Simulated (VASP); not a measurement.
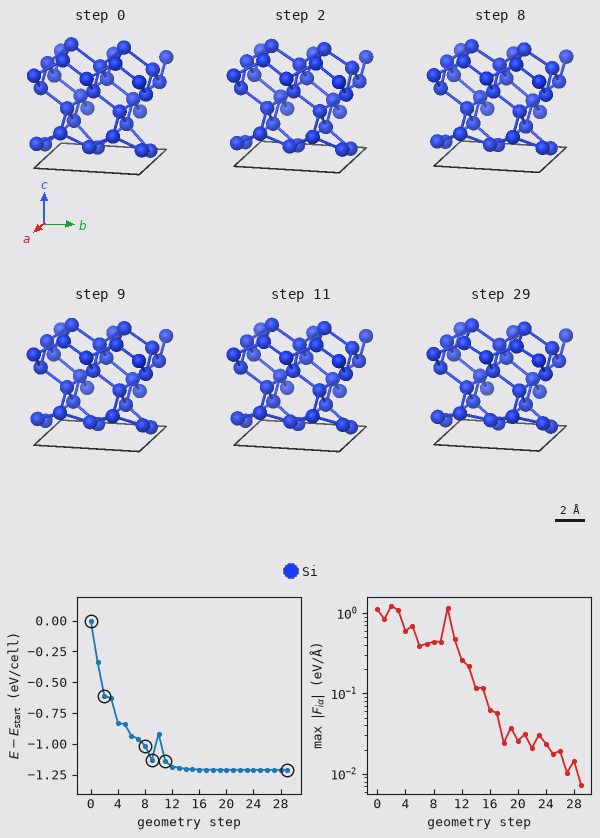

Frames of a relaxation of a slab of composition Si, marked on the history of the run. The picture is a ball-and-stick view of the 1 × 2 repeat of the cell, outlined in the plane, without the vacuum, seen slightly off an axis.

The run lets the atoms move in a fixed cell.

All numbers below come from VASP, Kohn-Sham DFT of a periodic cell, PBE, VASP PAW PBE potentials, recommended.

The input:
```
PREC     = Accurate       # precision mode
ENCUT    = 520            # plane-wave cutoff, eV
EDIFF    = 1E-6           # SCF threshold, eV
ISMEAR   = 0              # smearing method
SIGMA    = 0.03           # smearing width, eV
LREAL    = F              # projectors in reciprocal space
LASPH    = T              # aspherical terms in the spheres
NELM     = 120            # most SCF steps
ALGO     = Fast           # electronic algorithm
ISIF     = 2              # what is computed and relaxed
LWAVE    = F              # write WAVECAR
LCHARG   = F              # write CHGCAR
LDIPOL   = T            
IDIPOL   = 3            
DIPOL    = 0.5 0.5 0.500
GGA      = PE             # functional
IBRION   = 2              # ionic algorithm
NSW      = 90             # ionic steps
EDIFFG   = -0.01          # ionic threshold
ISYM     = 0            
KPAR     = 4
```

Run as
```bash
cat potpaw_PBE.64/Si/POTCAR > POTCAR
mpirun -np 4 vasp_std > vasp.out
```

What happens along the run?

Over 29 geometry steps the energy falls by 1.212 eV per cell of the calculation. The largest force component goes from 1.1 to 0.0073 eV/Å. The largest moves relative to the layer's centre, 0.49 Å, are those of Si atoms. The cell stays as it was. Near-neighbour distances that change, for instance: Si–Si 3.317 → 2.942 Å, Si–Si 2.641 → 2.408 Å, Si–Si 2.480 → 2.344 Å, Si–Si 2.356 → 2.413 Å. Among the angles between lasting bonds that change: Si–Si–Si 90.6° → 76.5°, Si–Si–Si 93.5° → 106.0°, Si–Si–Si 114.4° → 124.0°. From step 0 to 2: Si atoms move most (0.25 Å), energy −0.609 eV per cell of the calculation. From step 2 to 8: Si atoms move most (0.14 Å), energy −0.406 eV per cell of the calculation. From step 8 to 9: Si atoms move most (0.11 Å), energy −0.115 eV per cell of the calculation. From step 9 to 11: Si atoms move most (0.04 Å), energy −12.1 meV per cell of the calculation. From step 11 to 29: Si atoms move most (0.10 Å), energy −70.2 meV per cell of the calculation.
